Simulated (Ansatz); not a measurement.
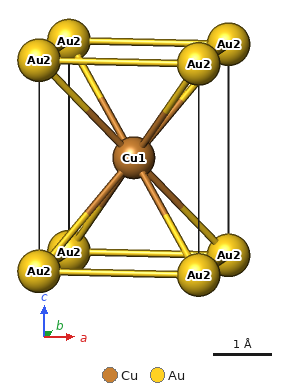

Starting structure of a crystal of CuAu (built on the database_123 type) (coarse preliminary run). The picture is a ball-and-stick view of the cell of the calculation, seen slightly off an axis.

Case: structure reported for this formula (P4/mmm, No. 123).

Level of theory: Ansatz 0.2.0, DFT PBE, scalar-relativistic, plane waves, PAW.

Input file:
```yaml
crystal:
  lattice:
    - [2.8, 0.0, 0.0]
    - [0.0, 2.8, 0.0]
    - [0.0, 0.0, 3.67]
  atoms:
    - { symbol: Cu, position: [0.5, 0.5, 0.5] }
    - { symbol: Au, position: [0.0, 0.0, 0.0] }
basis:
  ecutwfc: 420
kpoints:
  mp_grid: { grid: [6, 6, 6] }
hamiltonian:
  xc: pbe
scf:
  occupations: { method: gaussian, width: 0.1 }
  lower_state_search: "off"
output:
  forces: true
  stress: true
  eigenvalues: true
relax:
  adjacent_minimum: "off"
  f_tol: 0.04
  max_steps: 70
  cell: { stress_tol: 0.4 }
```

Launched with:
```bash
ansatz run input.yaml --threads 1 --pin off --max-ram 2560MiB --backend cpu --events-out ev --progress --plain --runs-dir out
```

Q: Where does the relaxation end?

A: Over 8 accepted moves (10 points after the start) the energy falls by 84.5 meV per cell of the calculation. All forces vanish by symmetry, so only the cell relaxes. The pressure goes from 7.30 to 0.04 GPa. At 2 points the geometry stayed and the basis and grid were re-selected for the new cell (energy shift of 3.7 meV per cell of the calculation at most each time). The atoms keep their places relative to the cell (all moves are under 0.005 Å). Cell: a = b 2.800 → 3.086 Å (+10.2 %), c 3.670 → 3.138 Å (−14.5 %). Volume +3.9 %. Some distances before and after: Au2–Au2 3.670 → 3.138 Å, Cu1–Cu1 3.670 → 3.138 Å, Au2–Au2 (another image) 2.800 → 3.086 Å, Cu1–Cu1 (another image) 2.800 → 3.086 Å. The space group stays P4/mmm (No. 123). Cost: 20 s on 1 thread of Arm Neoverse V2, with other jobs on the host, peak memory 0.32 GiB.

The end point in the same view:

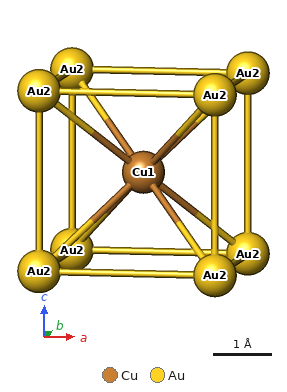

Limits of the set-up: the k-point mesh is coarse for a cell with partly filled bands.
